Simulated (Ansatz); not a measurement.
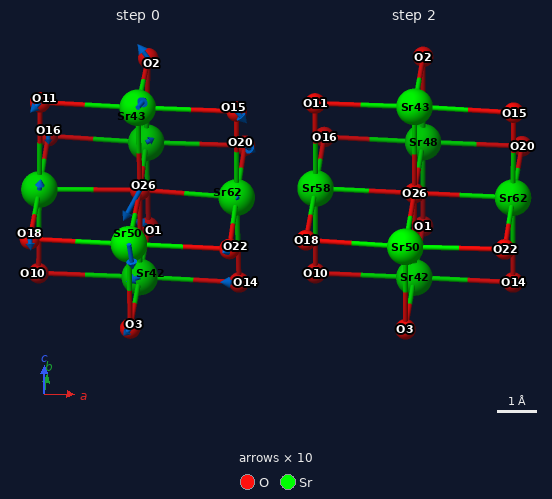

The structure of a defect cell of composition O31Sr32 (cell charge −1) before (left) and after (right) a relaxation, at one scale. The blue arrows give the displacements, 10 times their true length.

Style: ball-and-stick. Shown: the atoms within 4.2 Å of the atom that moves most (axes of the cell of the calculation), from a free direction.

These are results of DFT, PBEsol, PAW, plane waves (Ansatz 0.2.0), not measurements. (plane-wave cutoff 420 eV; k-point mesh 1 × 1 × 1; mesh shifted by (0.25, 0.25, 0.25); collinear spin; atoms relaxed in a fixed cell; force threshold 0.03 eV/Å; at most 80 steps)

### What changed between the two?

Over 2 geometry steps the energy falls by 0.362 eV per cell of the calculation. The largest force component goes from 0.7 to 0.0062 eV/Å. The atom that moves furthest is O26 (0.093 Å along [−1 −1 −2]). By element the largest moves are O 0.093 Å, Sr 0.082 Å. The lattice vectors keep their values. Near-neighbour distances that change, for instance: O26–Sr43 2.503 → 2.573 Å, O26–Sr42 2.617 → 2.551 Å, Sr42–Sr50 3.647 → 3.585 Å, O3–Sr50 2.550 → 2.492 Å. Among the angles between lasting bonds that change: Sr43–O26–Sr48 92.7° → 88.8°, Sr43–O26–Sr62 92.6° → 89.7°, Sr48–O26–Sr50 175.9° → 178.6°.

Limits of the set-up: the cell is charged, on a uniform background, and energies carry no finite-size correction.
